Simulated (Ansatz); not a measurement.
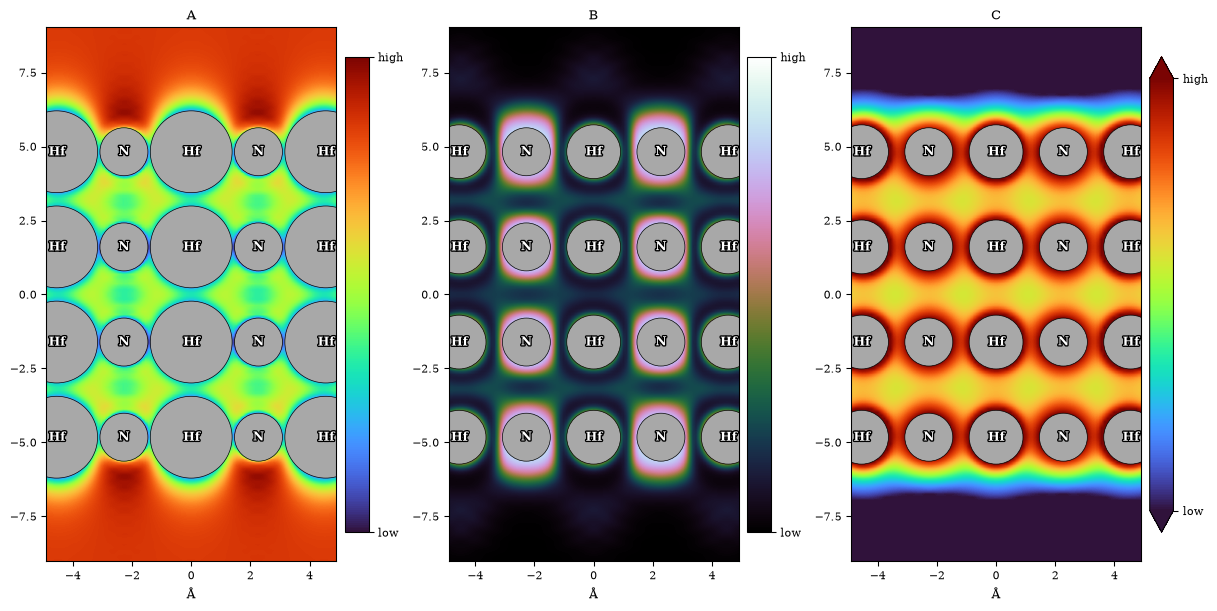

HfN (slab): 3 fields on the (100) plane of the calculation cell, a cut from vacuum to vacuum, with unlabelled colour scales. Grey discs cover the atomic cores.

Not relaxed (largest force 1.5 eV/Å); computed without spin polarisation.

Method: DFT PBE, scalar-relativistic, plane waves, PAW (Ansatz 0.2.0).

**Match the panels to the quantities (electron localisation function, electrostatic potential energy of an electron and valence pseudo-density).**

Panel A: electrostatic potential energy of an electron (low next to the atoms, rising into the space between them). Panel B: electron localisation function. Panel C: valence pseudo-density. From the grid: Hf–Hf (3.22 Å): ρ at the midpoint is about 0.19 e/Å³; the ELF is about 0.20 at the midpoint (no shared electron pair shows on this line).
